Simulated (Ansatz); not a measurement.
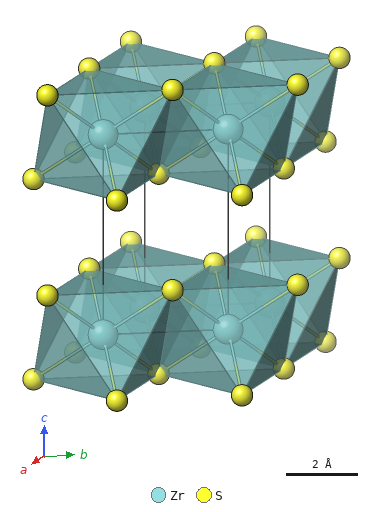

A crystal of ZrS2 (set up in P-3m1), before the relaxation. A polyhedral model of the cell of the calculation, seen slightly off an axis.

Method: Ansatz 0.2.0, DFT LDA, scalar-relativistic, plane waves, PAW.

Input
```yaml
crystal:
  lattice:
    - [3.6299990406, 0.0, 0.0]
    - [-1.8149995203, 3.1436713848, 0.0]
    - [0.0, 0.0, 5.85]
  atoms:
    - { symbol: Zr, position: [0.0, 0.0, 0.0] }
    - { symbol: S, position: [0.3333333333, 0.6666666667, 0.2492] }
    - { symbol: S, position: [0.6666666667, 0.3333333333, 0.7508] }
basis:
  ecutwfc: 420
kpoints:
  mp_grid: { grid: [12, 12, 6] }
hamiltonian:
  xc: lda
scf:
  occupations: { method: gaussian, width: 0.02 }
output:
  forces: true
  stress: true
  eigenvalues: true
relax:
  adjacent_minimum: "off"
  f_tol: 0.005
  max_steps: 80
  cell: { stress_tol: 0.05 }
```

Run as
```bash
ansatz run input.yaml --threads 1 --pin off --max-ram 3072MiB --backend cpu --events-out ev --progress --plain --runs-dir out
```

Predict the outcome.

The energy falls by 6.8 meV per atom in 3 accepted moves (4 points after the start). The largest force component goes from 0.22 to 0.0044 eV/Å. The pressure goes from −2.59 to 0.00 GPa. The SCF was repeated once at an unchanged geometry on a basis and grid sized afresh for the cell, which shifted the energy by 0.1 meV per atom at most. The largest moves relative to the cell, 0.044 Å, are those of S2 and S3. S3 goes along −c. Zr stays in place. Cell: a = b 3.630 → 3.595 Å (−1.0 %), c 5.850 → 5.650 Å (−3.4 %). Volume −5.3 %. Some distances before and after: Zr1–S2 2.553 → 2.533 Å. The space group stays P-3m1 (No. 164). The run took 70 s on 1 thread of Intel(R) Xeon(R) Processor @ 2.50GHz (Skylake/Cascade Lake) (shared host), peak memory 0.42 GiB.

After the run, drawn alike:

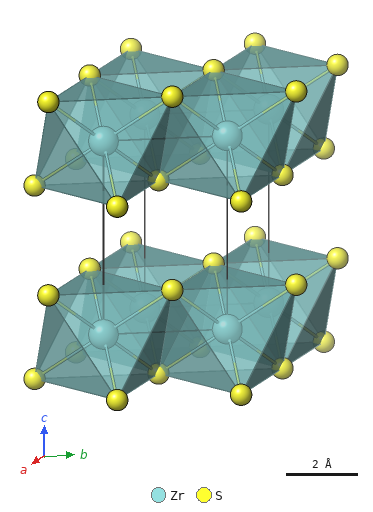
